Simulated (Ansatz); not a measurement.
```
Nb N
1.0
     6.14060    0.00000    0.00000
     0.00000    8.81450    0.00000
     0.00000    0.00000    6.23808
Nb N
16 10
Direct
  0.24514 0.00000 0.75073
  0.74514 0.50000 0.75073
  0.25486 0.50000 0.24927
  0.75486 0.00000 0.24927
  0.25486 0.50000 0.75073
  0.75486 0.00000 0.75073
  0.24514 0.00000 0.24927
  0.74514 0.50000 0.24927
  0.00000 0.25292 0.50000
  0.50000 0.75292 0.50000
  0.00000 0.75166 0.00000
  0.50000 0.25166 0.00000
  0.00000 0.24834 0.00000
  0.50000 0.74834 0.00000
  0.00000 0.74708 0.50000
  0.50000 0.24708 0.50000
  0.00000 0.50000 0.00000
  0.50000 0.00000 0.00000
  0.25000 0.75000 0.74843
  0.75000 0.25000 0.74843
  0.25000 0.25000 0.25157
  0.75000 0.75000 0.25157
  0.25000 0.25000 0.74843
  0.75000 0.75000 0.74843
  0.25000 0.75000 0.25157
  0.75000 0.25000 0.25157
```

Space group Cmmm; not relaxed (largest force 0.5 eV/Å); the calculation finds a residual pressure of about −16 GPa at this fixed cell. The cell comes from a database of computed structures, not from a measurement.

All numbers below come from DFT LDA, scalar-relativistic, plane waves, PAW (Ansatz 0.2.0).

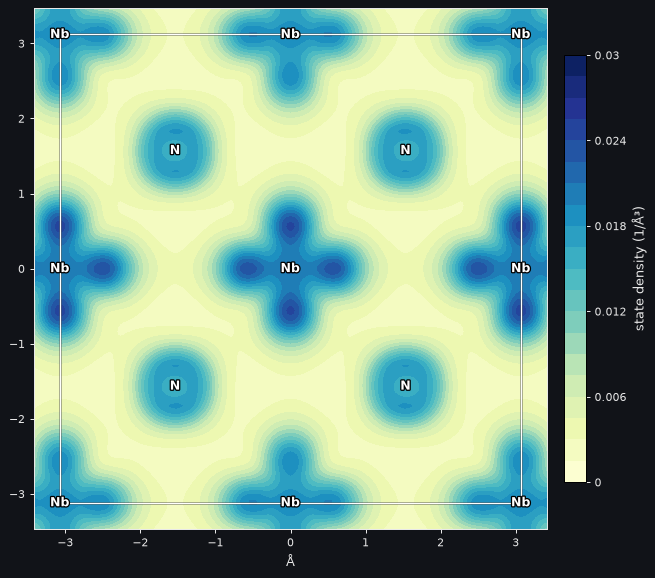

Nb8N5. Density of the Kohn–Sham states from 0.0 to +1.2 eV about the Fermi level (the empty states just over the Fermi level), scaled to one electron a cell: a map on the (010) plane of the conventional cell.

In a PAW calculation such maps are meaningful between the atoms, not at the nuclei.

> What is the character of these states?

Löwdin projections on the PAW files' atomic orbitals give Nb 4d (90 %) and N 2p (10 %). In space (atomic cells sized by Bader volumes) the density divides as Nb about 85 % and N about 15 %.

Run time: 5.9 s on 4 threads of Intel(R) Xeon(R) 6975P-C (Granite Rapids), with other jobs on the host, peak memory 0.98 GiB.
